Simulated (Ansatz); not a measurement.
**Single-point calculation of Sn**

Sn (I4₁/amd, 2 atoms in the cell), computed with DFT PBE, scalar-relativistic, plane waves, PAW, no spin polarisation (Ansatz 0.2.0).

The structure derives from a Materials Project entry. It belongs to a series of runs on one base structure; here: ratio of the length along z to the lengths across it x 0.8, volume and fractional coordinates fixed. Figures and captions count atoms from 1; the log counts them from 0 in places.

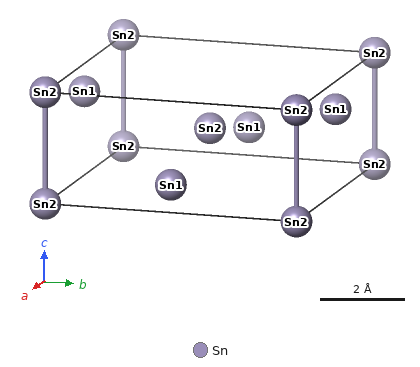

Figure 1. The input geometry (ball-and-stick view of the cell 2 times as large as that of the calculation, set on its symmetry axes, seen slightly off an axis; atoms are numbered from 1 in the order of the input). An atom can appear more than once, as a periodic image. Near neighbours in the periodic cell (some may lie outside the picture): Sn has 2 Sn at 2.76 Å.

Summary:

```tsv
quantity	value
outcome	converged
space group (tolerance 0.01 Å)	I4₁/amd (141)
electrons treated	28
free energy	−12047.8518 eV
Fermi energy	10.505 eV
gap on the k-point mesh	none (metallic)
pressure	6.07 GPa
largest force (length of the vector)	under 0.001 eV/Å
hardware	1 thread of Intel Xeon (Granite Rapids), 192 GiB of memory available, shared host
wall time	15 s
peak memory	0.64 GiB
```

The input:
```yaml
crystal:
  lattice:
    - [-3.1671702952, 3.1671702952, 1.3782366739]
    - [3.1671702952, -3.1671702952, 1.3782366739]
    - [3.1671702952, 3.1671702952, -1.3782366739]
  atoms:
    - { symbol: Sn, position: [0.75, 0.25, 0.5] }
    - { symbol: Sn, position: [0.0, 0.0, 0.0] }
basis:
  ecutwfc: 420
kpoints:
  mp_grid: { grid: [18, 18, 18] }
hamiltonian:
  xc: pbe
scf:
  occupations: { method: gaussian, width: 0.15 }
output:
  forces: true
  stress: true
  eigenvalues: true
  write_density: true
  write_potential: true
  elf: true
  volumetric_format: npy
```

Launch command:
```bash
ansatz run input.yaml --threads 1 --pin off --max-ram 2560MiB --backend cpu --events-out ev --progress --plain --runs-dir out
```

Log:
```
Engine: ansatz 0.2.0, x86_64-unknown-linux-gnu
Pseudopotentials: kind: paw
Pseudopotential: Sn, paw, valence charge 14, recommended cutoff 420 eV (normal), Sn.paw.azcp
Functional definition: PBE
  parameter kappa = 0.804
  parameter beta = 0.06672455060314922
  exchange = pbe_x(kappa = kappa, mu = beta*pi^2/3)
  correlation = pbe_c(beta = beta)
Crystal: 2 atoms, lattice volume = 55.300 Å³
Basis set: ecut = 420 eV, 1077 PW (Γ), exchange–correlation on 64×64×64 points (8 copies of the dense FFT grid, shifted against one another)
Bands: 18, of which v1, the nominal top of the filled ones, is band 14 counted from 1 (13 counted from 0)
Symmetry: 16 space group operations
Space group: I41/amd (ITA 141), of the structure as read, at distance tolerance 3.8e-5 Å
k-points: 480 of 5832
Non-local potential: Sn, projectors of the file, l = 0: 2, l = 1: 2, l = 2: 2, l = 3: 2
PAW form: soft (Blöchl's): semilocal exchange-correlation on the pseudo side does not see the compensation charge
PAW one-centre angular grid: Sn, 590 points (default); XC on 64 Gauss nodes
Initial density: superposition of atomic densities (neutral atoms: chi_scale 0, normalization atom), corrected by the library's trained network
Initial wavefunctions: pseudopotential atomic-orbital guess
Functional: x = pbe(κ = 0.804, μ = 0.2195149727645171), c = pbe(β = 0.06672455060314922)
SCF iter   1: F=—  HF=-12047.852831 eV  |F-HF|=—  |Δ(HF+E_count)|=         —  Δρ=1.19e-3  dr2=5.53e-4  ethr=1.77e-3  ⟨swp⟩=5.5  Hψ=43046  notcnv=0
preconditioner: auto → none  [metal: Δε(μ)=0.002 eV  Ē_g=20.415 eV  σ=0.150 eV  W_gap=0.01  n_scr=8 (ndim 8)  ℏωp=26.4 eV  f_vac=0.000  D(μ)=1.12/eV (n_scr^D=4)  sad-step TF]
SCF iter   2: F=—  HF=-12047.851773 eV  |F-HF|=—  |Δ(HF+E_count)|=   1.06e-3  Δρ=5.58e-4  dr2=1.51e-4  ethr=1.98e-6  ⟨swp⟩=2.0  Hψ=19149  notcnv=0
SCF iter   3: F=—  HF=-12047.851758 eV  |F-HF|=—  |Δ(HF+E_count)|=   1.51e-5  Δρ=2.45e-4  dr2=2.16e-5  ethr=5.41e-7  ⟨swp⟩=2.2  Hψ=14874  notcnv=0
SCF iter   4: F=—  HF=-12047.851773 eV  |F-HF|=—  |Δ(HF+E_count)|=   1.49e-5  Δρ=7.13e-5  dr2=1.94e-6  ethr=7.71e-8  ⟨swp⟩=2.8  Hψ=15445  notcnv=0
SCF iter   5: F=—  HF=-12047.851774 eV  |F-HF|=—  |Δ(HF+E_count)|=   3.23e-7  Δρ=2.21e-5  dr2=1.78e-7  ethr=6.93e-9  ⟨swp⟩=3.0  Hψ=15569  notcnv=0
SCF iter   6: F=-12047.851773 eV  HF=-12047.851773 eV  |F-HF|=8.29e-9  |Δ(HF+E_count)|=   1.24e-7  Δρ=4.30e-6  dr2=6.37e-9  ethr=3.57e-10  ⟨swp⟩=9.1  Hψ=56662  notcnv=0
SCF 1 converged in 6 iterations: F = -12047.851773 eV  dr2 = 6.37e-9
  greatest PAW one-centre occupation: 0.991 electrons in one spin orbital (limit 2), on the Sn atom at site 1 (counted from 0), in its partial waves of l = 2
```

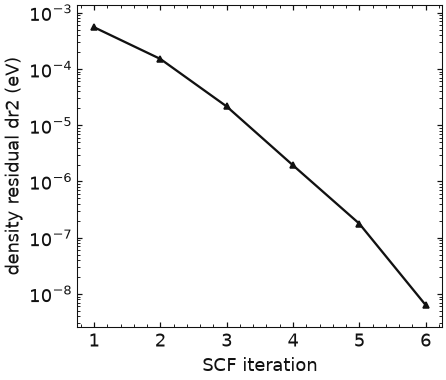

Figure 2. Convergence of the self-consistent field: density residual dr2 against the SCF iteration. The residual falls at every step.

```
SCF converged after 6 iterations
Free energy (F): -12047.851773 eV
Harris-Foulkes:  -12047.851773 eV  (|F-HF|=8.29e-9)
Internal energy: -12047.839183 eV  (E = F + TS)
E sigma→0 (E₀):  -12047.845478 eV
Entropy (-TS):   -0.012590 eV (-6.295 meV/atom)
Fermi energy:    10.504576 eV
--- Per-component energies (eV) ---
  E_band       = -173.569258
  E_kinetic    = 374.533870
  E_local      = -1784.941430  (includes V_loc(G=0)·N_el)
  E_nonlocal   = -64.664436
  E_hartree    = 1102.003091
  E_xc         = -765.867545
  E_vxc        = -193.033882  (∫ρ·V_xc dr)
  E_paw        = -8271.987796  (= ΣΔE_a)
  E_vpaw       = -709.464844  (= ΣTr[D̂ρ^β])
  E_aug_tail   = -0.000001  (compensation charges beyond the density's cutoff)
  E_ewald      = -2636.914936
  E_smearing   = -0.012590  (= −TS)
  E_closure    = -0.000000  (closes the sum)
  Σ components = -12047.851773   (vs F -12047.851773, Δ=0.00e0)
--- Forces (eV/Å), atoms counted from 1 ---
  atom   1  Sn     0.00000000     0.00000000     0.00000000
  atom   2  Sn     0.00000000     0.00000000     0.00000000
  max |Σ_I F_I| component: 6.94e-18 eV/Å
--- Stress (GPa, compression-positive) ---
       -1.529875       0.000000      -0.000000
        0.000000      -1.529875      -0.000000
       -0.000000       0.000000      21.257461
  P = ⅓ Tr σ = 6.0659 GPa (60.659 kbar)
--- Band table (eV; the first three rows and the last of 480) ---
  k-point 0: bands = ["-11.5020", "-11.4733", "-11.1616", "-11.0765", "-10.9273", "-10.8594", "-10.8594", "-10.8582", "-10.8582", "-10.8507", "-0.7118", "4.4982", "7.6920", "7.6920", "12.8024", "14.3724", "14.3724", "17.9444"]
  k-point 1: bands = ["-11.5019", "-11.4735", "-11.1595", "-11.0752", "-10.9283", "-10.8632", "-10.8593", "-10.8582", "-10.8581", "-10.8495", "-0.6894", "4.3956", "7.7195", "7.7635", "12.8997", "14.1955", "14.2236", "18.1568"]
  k-point 2: bands = ["-11.5013", "-11.4743", "-11.1533", "-11.0715", "-10.9312", "-10.8722", "-10.8591", "-10.8580", "-10.8577", "-10.8479", "-0.6220", "4.1191", "7.8020", "7.9516", "13.1870", "13.7558", "13.8428", "18.7026"]
  k-point 479: bands = ["-11.4907", "-11.4907", "-11.0138", "-11.0138", "-10.9906", "-10.9906", "-10.8587", "-10.8587", "-10.8574", "-10.8574", "1.8355", "1.8355", "5.5736", "5.5736", "16.4659", "16.4659", "20.1789", "20.1789"]
```

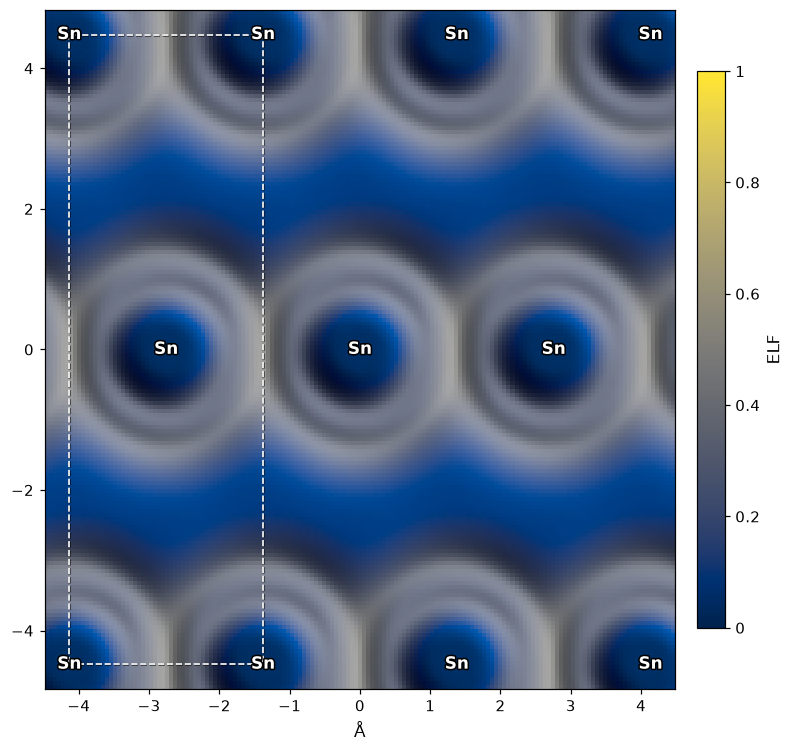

Figure 3. ELF on the (110) plane of the conventional cell. Sn–Sn (2.76 Å): the ELF is about 0.50 at the midpoint, which marks nearly free electrons, as in a simple metal. The fields are those of the smooth PAW valence density.

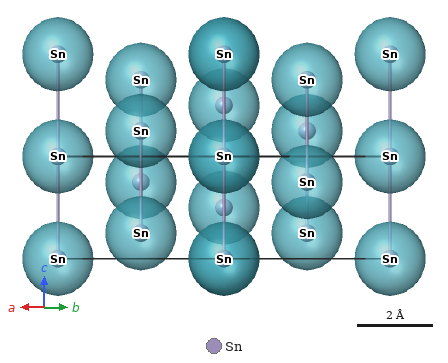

Figure 4. Isosurface of the valence pseudo-density at 0.6 e/Å³ (cyan), seen along [110]. Sticks mark near contacts. The outline is the cell set on symmetry axes. At this value the density breaks into separate islands; it holds about 70 % of the electrons treated as valence (semicore included). It is pinched off along the Sn–Sn (2.76 Å) contacts. On the grid the lowest density along these lines, outside the cores, is 0.35 e/Å³ (Sn–Sn, 2.76 Å).
